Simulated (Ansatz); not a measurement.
Pb: several calculations on one system

Part 1: A change

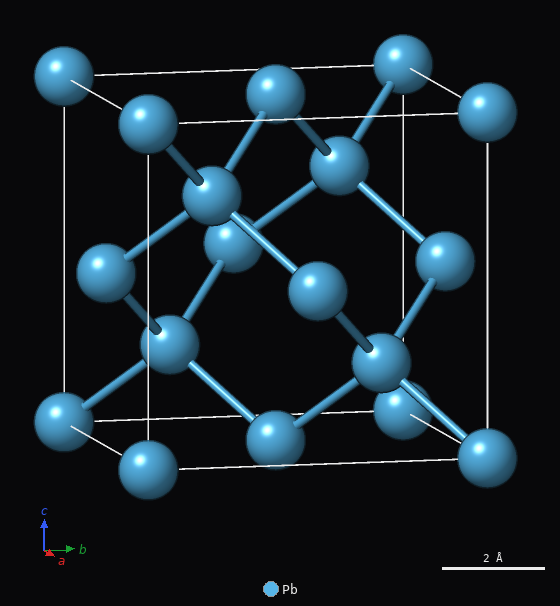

This is a crystal of Pb (set up in Fd-3m). The picture is a ball-and-stick view of the conventional cell (4 times the calculation's cell), seen slightly off an axis. Lengths and directions refer to the drawn axes.

These are results of Ansatz, DFT, PBE, PAW with Ansatz's default frozen-core files, scalar-relativistic, not measurements. (plane-wave cutoff 420 eV; k-point mesh 8 × 8 × 8; occupations fermi dirac; smearing width 0.05 eV; no spin polarisation)

The variant: The cell is strained by +2.0 % along [1 1 1] and −1.0 % across it (volume 0.0 %), the atoms keeping their fractional coordinates. No relaxation follows.

**What does the calculation give for the changed structure?**

Energy change: +5.5 meV per atom. The pressure goes from 2.4 to 2.4 GPa. The principal stresses (compression positive) are 1.0 GPa along [1 1 1] and 3.1 GPa across it. The largest forces, 0.24 eV/Å, act on 2 Pb atoms of the calculation's cell. Near-neighbour distances before and after: Pb–Pb 2.978 → 2.959 to 3.038 Å. The space group (tolerance 0.01 Å) goes from Fd-3m (No. 227) to R-3m (No. 166).

The changed structure in the same view:

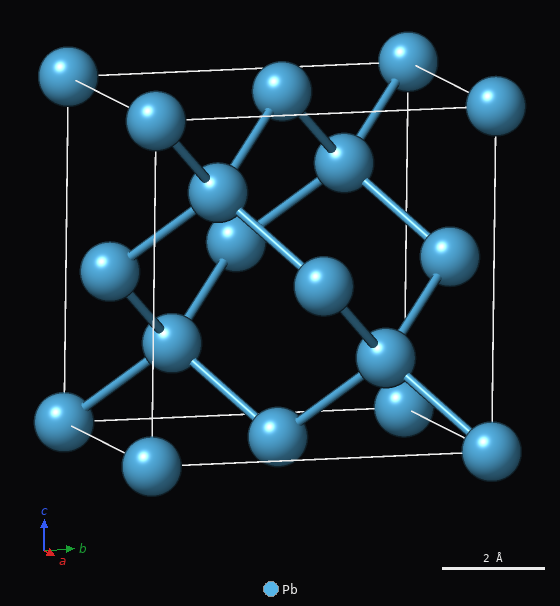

Part 2: A change

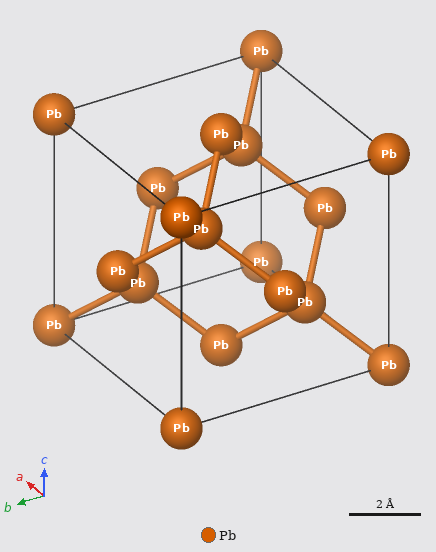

The starting point is solid Pb (set up in Fd-3m). Style: ball-and-stick. Shown: the conventional cell (4 times the calculation's cell), from a free direction. Lengths and directions refer to the drawn axes.

Theory: DFT, PBE, all-electron PAW with datasets made for the crystal, scalar-relativistic (Ansatz). Set-up: plane-wave cutoff 240 eV; k-point mesh 8 × 8 × 8; occupations fermi dirac; smearing width 0.05 eV; no spin polarisation.

The variant: The cell is strained by +2.0 % along [1 1 1] and −1.0 % across it (volume 0.0 %), the atoms keeping their fractional coordinates. No relaxation follows.

**What is the effect?**

The energy rises by 5.5 meV per atom. Pressure: 2.4 GPa before, 2.4 GPa after. The principal stresses (compression positive) are 1.0 GPa along [1 1 1] and 3.1 GPa across it. The largest forces, 0.24 eV/Å, act on 2 Pb atoms of the calculation's cell. Near-neighbour distances before and after: Pb–Pb 2.978 → 2.959 to 3.038 Å. The space group (tolerance 0.01 Å) goes from Fd-3m (No. 227) to R-3m (No. 166).

The changed structure in the same view:

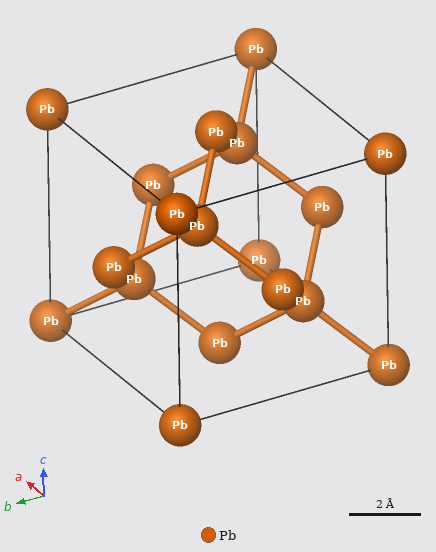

Part 3: Distortion

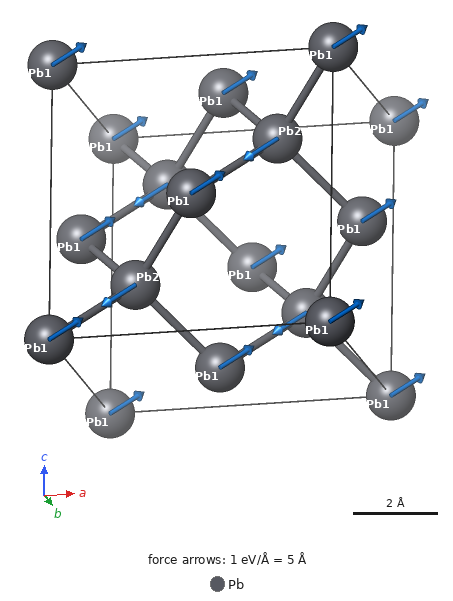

A changed version of a crystal of Pb (set up in Fd-3m), with the computed forces as blue arrows. Besides, the cell is strained by +2.0 % along [1 1 1] and −1.0 % across it (volume 0.0 %). A ball-and-stick model of the conventional cell (4 times the calculation's cell), seen from a free direction. Lengths and directions refer to the drawn axes.

All numbers below come from DFT, PBE, PAW with Ansatz's default frozen-core files, scalar-relativistic in Ansatz 0.2.0. Settings: plane-wave cutoff 420 eV; k-point mesh 8 × 8 × 8; occupations fermi dirac; smearing width 0.05 eV; no spin polarisation.

**Where do the forces point?**

The atoms keep their fractional coordinates. No relaxation follows. Energy change: +5.5 meV per atom. The pressure goes from 2.4 to 2.4 GPa. The principal stresses (compression positive) are 1.0 GPa along [1 1 1] and 3.1 GPa across it. The largest forces, 0.24 eV/Å, act on Pb1 and Pb2; on Pb1 it points along [1 1 1]. Some distances before and after: Pb–Pb 2.978 → 2.959 to 3.038 Å. The space group (tolerance 0.01 Å) goes from Fd-3m (No. 227) to R-3m (No. 166).

Part 4: Distortion

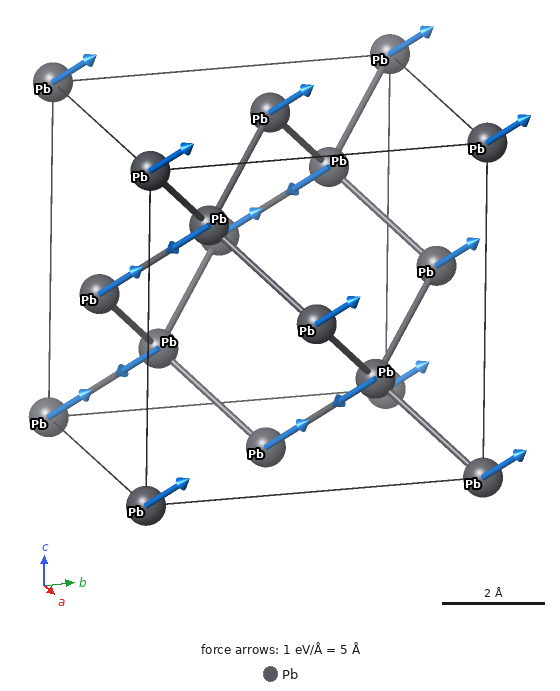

A changed version of solid Pb (set up in Fd-3m), with the computed forces as blue arrows. Besides, the cell is strained by +2.0 % along [1 1 1] and −1.0 % across it (volume 0.0 %). Style: ball-and-stick. Shown: the conventional cell (4 times the calculation's cell), slightly off an axis. Lengths and directions refer to the drawn axes.

The calculation used Ansatz 0.2.0, DFT, PBE, all-electron PAW with datasets made for the crystal, scalar-relativistic. (plane-wave cutoff 240 eV; k-point mesh 8 × 8 × 8; occupations fermi dirac; smearing width 0.05 eV; no spin polarisation)

Question: Where do the forces point?

Answer: The atoms keep their fractional coordinates. No relaxation follows. Energy change: +5.5 meV per atom. The pressure goes from 2.4 to 2.4 GPa. The principal stresses (compression positive) are 1.0 GPa along [1 1 1] and 3.1 GPa across it. The largest forces, 0.24 eV/Å, act on 2 Pb atoms of the calculation's cell. Among the bonded contacts that change: Pb–Pb 2.978 → 2.959 to 3.038 Å. The space group (tolerance 0.01 Å) goes from Fd-3m (No. 227) to R-3m (No. 166).
